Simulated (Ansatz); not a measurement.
MoS: band-structure calculation

System: MoS (2 atoms in the cell).
Method: DFT r2SCAN, scalar-relativistic, plane waves, PAW, spin-polarised (Ansatz 0.2.0).

The structure was built on a prototype by a generator; it need not be a known phase. Figures and captions count atoms from 1; the log counts them from 0 in places.

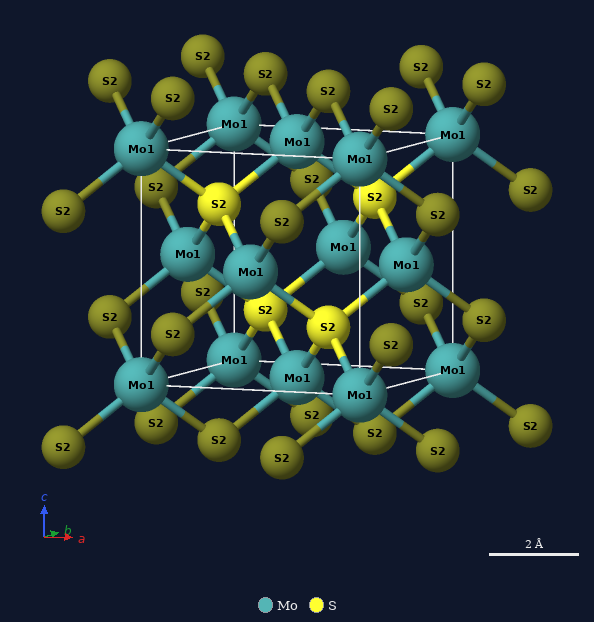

**Figure 1.** The structure (ball-and-stick view of the cell 4 times as large as that of the calculation, set on its symmetry axes, seen slightly off an axis; neighbours outside the cell are drawn fainter; atoms are numbered from 1 in the order of the input). An atom can appear more than once, as a periodic image. Near neighbours in the periodic cell (some may lie outside the picture): Mo has 4 S at 2.32 Å; S has 4 Mo at 2.32 Å.

### Key numbers

- outcome: converged
- space group (tolerance 0.01 Å): F-43m (216)
- electrons treated: 20
- free energy: −5873.5881 eV
- Fermi energy: 12.135 eV
- gap on the k-point mesh: none (metallic)
- net moment of the cell: 1.23 μB
- integrated absolute moment: 1.29 μB
- pressure: 0.12 GPa
- largest force (length of the vector): under 0.001 eV/Å
- hardware: 2 threads of Arm Neoverse V2, 24 GiB of memory available, shared host
- wall time: 38 s (CPU time 74 s)
- peak memory: 0.51 GiB

### Notes

Warnings of the run: the state was not tested for a lower one.

### Input file
```yaml
crystal:
  lattice:
    - [0.0, 2.6776536121, 2.6776536121]
    - [2.6776536121, 0.0, 2.6776536121]
    - [2.6776536121, 2.6776536121, 0.0]
  atoms:
    - { symbol: Mo, position: [0.0, 0.0, 0.0], spin: 0.9 }
    - { symbol: S, position: [0.25, 0.25, 0.25] }
basis:
  ecutwfc: 500
  ecutrho_ratio: 4
kpoints:
  mp_grid: { grid: [12, 12, 12] }
  band_path:
    path:
      - [[0.0, 0.0, 0.0], [-0.5, -0.5, 0.0], [-0.375, -0.375, 0.25]]
      - [[-0.375, 0.0, 0.375], [0.0, 0.0, 0.0], [0.0, 0.0, 0.5], [-0.5, -0.25, 0.25], [-0.5, -0.5, 0.0]]
    npoints: 14
hamiltonian:
  xc: r2scan
scf:
  occupations: { method: gaussian, width: 0.05 }
  n_extra_bands: 12
output:
  forces: true
  stress: true
  eigenvalues: true
  populations: true
  dos: { projected: true, de: 0.02, nscf_kmesh: { grid: [18, 18, 18] } }
  bader: true
  write_density: true
  write_potential: true
  elf: true
  volumetric_format: npy
magnetization:
  spin_polarized: true
checkpoint:
  read: start.run
  write: ck
  compress: false
  write_wavefunctions: false
  write_every: 100000
```

Launch command:
```bash
ansatz run input.yaml --threads 2 --pin off --max-ram 2662MiB --backend cpu --events-out ev --progress --plain --runs-dir out
```

### Output
```
Warning: checkpoint.read: spin seed differs: saved b983780bde73…, current 0c949816748a…; the loaded state replaces the seed-built initial guess (but the starting_ns of a DFT+U solve that opens without the state's occupation matrices), so the run may converge into the producing seed's basin, or, where the symmetry group that follows from this deck's starting moments and starting_ns does not hold the saved magnetisation, lose that magnetisation at its first build. Where atoms have moved since the state was saved, this difference can also decide whether moments are moved with them. A self-consistent run of this deck without the state starts from its starting moments and, under a DFT+U term, its starting_ns
scf.n_extra_bands = 12 over 10 filled bands (N_el = 20.0): the run solves 22 bands
Engine: ansatz 0.2.0, aarch64-unknown-linux-gnu
Pseudopotentials: kind: paw
Pseudopotential: Mo, paw, valence charge 14, recommended cutoff 500 eV (meta_gga), Mo.paw.azcp
Pseudopotential: S, paw, valence charge 6, recommended cutoff 500 eV (meta_gga), S.paw.azcp
Functional definition: r2SCAN
  parameter k0 = 0.174
  parameter k1 = 0.065
  parameter a1 = 4.9479
  exchange = r2scan_x(k0 = k0, k1 = k1, a1 = a1)
  correlation = r2scan_c
Crystal: 2 atoms, lattice volume = 38.397 Å³
Basis set: ecut = 500 eV, 941 PW (Γ), exchange–correlation on 120×120×120 points (64 copies of the dense FFT grid, shifted against one another)
Bands: 22, of which v1, the nominal top of the filled ones, is band 10 counted from 1 (9 counted from 0)
Symmetry: 24 space group operations
Space group: F-43m (ITA 216), of the structure as read, at distance tolerance 3.4e-5 Å
Magnetic group: BNS 216.74 (UNI 1576), of the structure as read, at distance tolerance 3.4e-5 Å
k-points: 72 of 1728 (time reversal used)
Non-local potential: Mo, projectors of the file, l = 0: 3, l = 1: 2, l = 2: 2, l = 3: 1
Non-local potential: S, projectors of the file, l = 0: 2, l = 1: 2, l = 2: 2
PAW form: soft (Blöchl's): semilocal exchange-correlation on the pseudo side does not see the compensation charge
PAW frozen core: Mo, regenerated for the run's functional (the file was generated under x = pbe(κ = 0.804, μ = 0.2195149727645171), c = pbe(β = 0.06672455060314922))
PAW frozen core: S, regenerated for the run's functional (the file was generated under x = pbe(κ = 0.804, μ = 0.2195149727645171), c = pbe(β = 0.06672455060314922))
PAW one-centre angular grid: Mo, 590 points (default); XC on 160 Gauss nodes
PAW one-centre angular grid: S, 302 points (default); XC on 160 Gauss nodes
Initial density: read from a saved state, or passed on in memory by an earlier SCF of this step, an earlier step, the calling program or the single point that the run made first
Stability of the state it starts from, as read at its close in the collinear treatment: not read, because the mixer in use, unlike msr1, does not test its closes by its own steps (another_mixer); its run was given moments
Starting moments: Σ|m| = 0.9 μB on 1 of 2 sites; this step starts from the density that it was given
Initial wavefunctions: pseudopotential atomic-orbital guess
Functional: x = r2scan, c = r2scan; τ floored in thin density (d = 2e-4 eV/Å³)
iter 1 solved again at ethr=5.21e-7 eV; its pass at ethr=3.10e-3 eV (dr2=1.04e-4 eV) is discarded
SCF iter   1: F=—  HF=-5873.588091 eV  |F-HF|=—  |Δ(HF+E_count)|=         —  Δρ=2.90e-6 (↑2.47e-6 ↓2.90e-6)  dr2=1.04e-8  dr2_τ=2.33e-10  dr2_m=5.86e-10  M=1.230 μB ∫|m|=1.292 μB  β_m=1.20  ethr=5.21e-7  ⟨swp⟩=3.0  Hψ=26247  notcnv=0
eigensolver tolerance schedule: the retry pair's looser diagonalisation over-reported the residual by 10025.79 of it (diagonalisation noise at an unbounded share of the residual, at the tolerance the schedule requests for it); recorded, not acted on — ethr = c·dr2/N_el stays at c = 1.0e-1
preconditioner: auto → Kerker (q_TF=auto, 2.447 Å⁻¹)  [metal: Δε(μ)=0.021 eV  Ē_g=15.366 eV  σ=0.050 eV  W_gap=0.23  n_scr=14 (ndim 8)  ℏωp=20.8 eV  f_vac=0.000  D(μ)=1.23/eV (n_scr^D=14)]
spin=Collinear: Kerker preconditioning applied to the charge; magnetization (m = ρ↑ − ρ↓) channel mixes plain (no charge-response kernel on spin).
SCF iter   2: F=—  HF=-5873.588091 eV  |F-HF|=—  |Δ(HF+E_count)|=   2.26e-8  Δρ=1.49e-6 (↑1.49e-6 ↓1.47e-6)  dr2=4.00e-9  dr2_τ=4.95e-11  dr2_m=4.14e-11  M=1.230 μB ∫|m|=1.292 μB  β_m=1.20  ethr=5.19e-11  ⟨swp⟩=9.8  Hψ=16323  notcnv=0  κ⁻¹=1.0e0(r=1)
SCF iter   3: F=-5873.588091 eV  HF=-5873.588091 eV  |F-HF|=2.03e-9  |Δ(HF+E_count)|=   3.70e-9  Δρ=9.76e-7 (↑9.71e-7 ↓9.76e-7)  dr2=1.79e-9  dr2_τ=1.15e-11  dr2_m=1.02e-11  M=1.230 μB ∫|m|=1.292 μB  ethr=2.00e-11  ⟨swp⟩=4.9  Hψ=11834  notcnv=0
SCF 1 converged in 3 iterations: F = -5873.588091 eV  dr2 = 1.79e-9
  greatest PAW one-centre occupation: 0.997 electrons in one spin orbital (limit 2), on the Mo atom at site 0 (counted from 0), in its partial waves of l = 0
this state was not tested for a lower state beside it, because the mixer in use, unlike msr1, does not test its closes by its own steps (another_mixer; see scf.mixing.algorithm and scf.lower_state_search)
NSCF: frozen V_eff on 86 k-points
NSCF: frozen V_eff on 195 k-points
SCF converged after 3 iterations
Magnetization: 1.2296 μB (10.6148 up, 9.3852 down)
Absolute magnetization: 1.2927 μB (∫|ρ↑−ρ↓|, with the PAW one-centre terms)
Spin contamination: 0.0230 ħ² per cell (⟨S²⟩ above its minimum at these occupations)
Per-site moments (μB) at R_I (Å): [(0.8144714840602507, 0.9565528708781773), (0.007288230169331137, 0.9565528708781773)]
Free energy (F): -5873.588091 eV
Harris-Foulkes:  -5873.588091 eV  (|F-HF|=2.03e-9)
Internal energy: -5873.586556 eV  (E = F + TS)
E sigma→0 (E₀):  -5873.587324 eV
Entropy (-TS):   -0.001535 eV (-0.767 meV/atom)
Fermi energy:    12.135149 eV
--- Per-component energies (eV) ---
  E_band       = -171.129623
  E_kinetic    = 551.331345
  E_local      = -1361.462063  (includes V_loc(G=0)·N_el)
  E_nonlocal   = 172.971623
  E_hartree    = 473.339652
  E_xc         = -270.196082
  E_vxc        = -350.587819  (∫ρ·V_xc dr)
  E_paw        = -3828.060242  (= ΣΔE_a)
  E_vpaw       = -151.416171  (= ΣTr[D̂ρ^β])
  E_aug_tail   = 0.000002  (compensation charges beyond the density's cutoff)
  E_vtau       = 21.353657  (kinetic-family band-sum trace: ∫τ·v_τ [+ j·A + Jᵃ·Aᵃ] dr)
  E_ewald      = -1611.179819
  E_core_change = -0.330970  (= ΣΔE_core)
  E_smearing   = -0.001535  (= −TS)
  E_closure    = 0.000000  (closes the sum)
  Σ components = -5873.588091   (vs F -5873.588091, Δ=0.00e0)
--- Forces (eV/Å), atoms counted from 1 ---
  atom   1  Mo     0.00000000    -0.00000000     0.00000000
  atom   2  S      0.00000000     0.00000000     0.00000000
  max |Σ_I F_I| component: 1.48e-16 eV/Å
--- Stress (GPa, compression-positive) ---
        0.120887       0.000000       0.000000
        0.000000       0.120887      -0.000000
        0.000000      -0.000000       0.120887
  P = ⅓ Tr σ = 0.1209 GPa (1.209 kbar)
--- Band table (eV; the first three rows and the last of 144) ---
  k-point 0 ↑: bands = ["-51.2381", "-24.7138", "-24.7138", "-24.7138", "-3.7260", "5.9430", "5.9430", "5.9430", "10.4655", "10.4655", "13.7396", "16.5004", "16.5004", "16.5004", "20.4245", "20.4245", "20.4245", "25.9948", "26.1298", "26.1298", "27.2965", "27.2965"]
  k-point 1 ↑: bands = ["-51.2377", "-24.7213", "-24.7149", "-24.7149", "-3.6720", "5.8733", "5.9795", "5.9795", "10.4423", "10.4423", "13.9810", "16.2466", "16.4783", "16.4783", "20.0657", "20.4506", "20.4506", "25.7096", "25.7096", "25.8660", "27.8456", "27.8456"]
  k-point 2 ↑: bands = ["-51.2365", "-24.7415", "-24.7178", "-24.7178", "-3.5240", "5.7195", "6.0747", "6.0747", "10.4120", "10.4120", "14.4237", "15.7641", "16.3159", "16.3159", "19.3082", "20.5858", "20.5858", "25.2186", "25.2186", "26.0008", "28.7455", "28.7455"]
  k-point 71 ↓: bands = ["-50.3793", "-23.8375", "-23.7993", "-23.7798", "-2.6162", "6.0009", "6.5232", "7.5142", "10.2154", "11.4795", "13.3049", "13.7532", "15.3592", "19.7280", "21.0130", "21.5711", "21.7864", "26.1862", "26.7226", "26.9787", "27.6079", "27.7595"]
--- Löwdin populations: 2 sites ---
  site symbol       q [e]    m [muB]
     0     Mo     13.8493     1.2251
     1      S      5.9450    -0.0266
  spilling = 0.010288 (of n_electrons = 20.000000)
--- Bader charges: 2 sites ---
  site symbol  charge [e]  shift [e]    m [muB]
     0     Mo      1.0810     0.0014     1.1329
     1      S     -1.0810     0.0014     0.0968
  estimated error of the sums over rays = 3.8e-4 e
```

### File bader_charges.tsv
```
# site	symbol	x_ang	y_ang	z_ang	partial_charge_e	electrons	volume_ang3	relative_density_drop	shared_charge_e	partial_wave_shift_e	spin_moment_mub
# quadrature_error_electrons = 3.8e-4
0	Mo	0.0000	0.0000	0.0000	1.08103	40.91897	17.10	-	1.08103	0.00141	1.13286
1	S	1.3388	1.3388	1.3388	-1.08103	17.08103	21.30	-	-1.08103	0.00141	0.09677
```

### File populations.tsv
```
# site	symbol	l	j	q_up	q_dn
# orbitals = lowdin
# n_electrons = 20.000000
# spilling = 0.010288
0	Mo	0_4S	-	0.987245	0.987179
0	Mo	0_5S	-	0.256502	0.227036
0	Mo	1_4P	-	2.991076	2.991165
0	Mo	2_4D	-	3.302373	2.106714
1	S	0_3S	-	0.792975	0.791295
1	S	1_3P	-	2.166211	2.194470
```

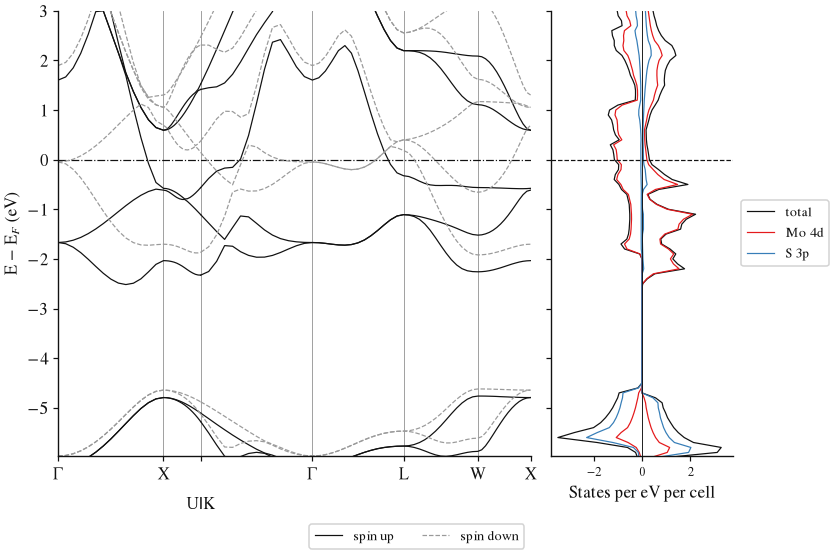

**Figure 2.** Band structure along Γ–X–U|K–Γ–L–W–X and density of states (projected on Löwdin-orthogonalised atomic shells), with energies from the Fermi level. Bands cross the Fermi level: a metal at this level of theory.

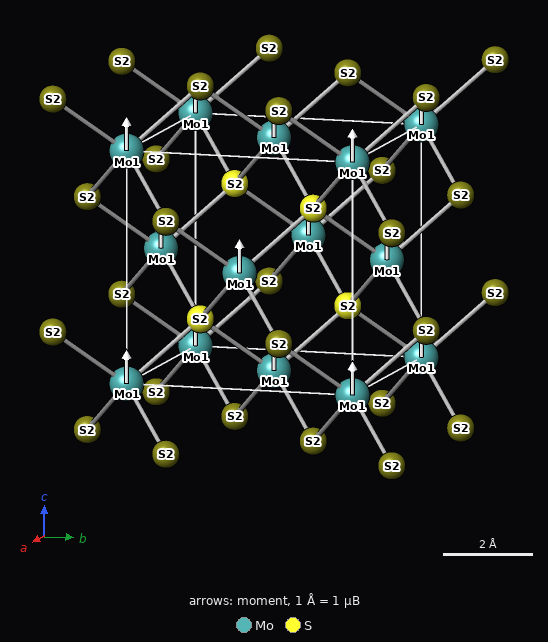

**Figure 3.** Magnetic moments of the sites as white arrows (ball-and-stick view of the cell 4 times as large as that of the calculation, set on its symmetry axes, seen slightly off an axis; neighbours outside the cell are drawn fainter; atoms are numbered from 1 in the order of the input); small moments hardly show. The run is collinear, so the axis drawn is arbitrary. Site moments: Mo1 (0.81 μB). They are counted near the atoms and needn't add up to the moment of the cell.

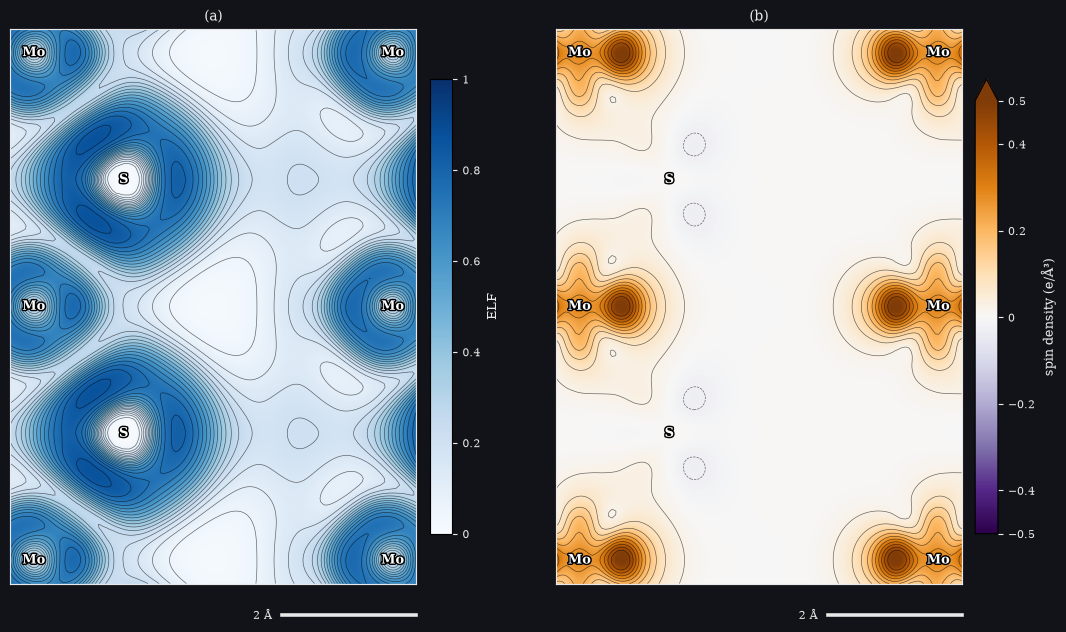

**Figure 4.** (a) ELF; (b) spin density on the (110) plane of the conventional cell. The section cuts through Mo and S sites. Mo–S (2.32 Å): the ELF is about 0.45 at the midpoint. The strong features right at Mo lie inside the PAW spheres (semicore, d or f shells) and say nothing about bonding. The cell of the calculation (2 atoms) carries 1.2 μB net. The fields are those of the smooth PAW valence density.

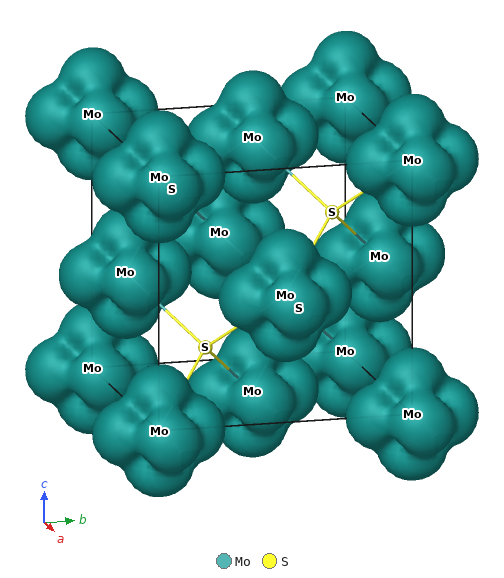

**Figure 5.** Isosurfaces of the magnetisation density (up minus down) at +0.05 (teal) and −0.05 e/Å³ (pink), seen slightly off an axis. Sticks mark near contacts. The outline is the cell set on symmetry axes. The cell of the calculation (2 atoms) carries 1.2 μB net. Only one sign reaches the isovalue.

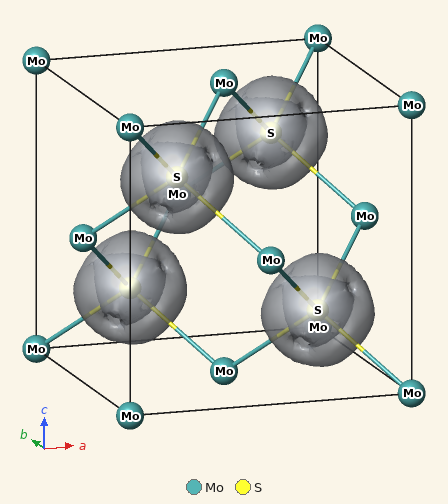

**Figure 6.** Isosurface of the electron localisation function at 0.75 (grey), seen slightly off an axis. Core shells and regions of very low density are left out. Sticks mark near contacts. The outline is the cell set on symmetry axes. Profiles from the grid: Mo–S (2.32 Å): the ELF is about 0.45 at the midpoint.
